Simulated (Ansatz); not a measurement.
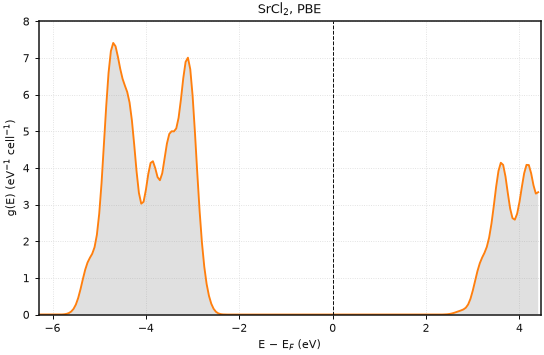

Write a caption that states what the plot shows.

Density of states of SrCl$_{2}$, space group R-3m (No. 166), 3 atoms in the cell, fluorite type, shear (111) strain −1.4%. Level of theory: DFT, PBE, plane waves, PAW, no spin polarisation, 6×6×6 k mesh, 420 eV cutoff; code Ansatz 0.2.0. Energies are counted from the Fermi level. The curve is built from the levels of the k mesh with Gaussians 0.3 eV wide, which also blur the band edges.

There is a gap; over the k points computed it is 5.37 eV (indirect; the smallest direct gap is 5.51 eV). The upper group of valence states starts about 2.8 eV under the valence-band top (which lies at −2.7 eV on this axis), with a gap beneath it; it holds about 12 electrons a cell.
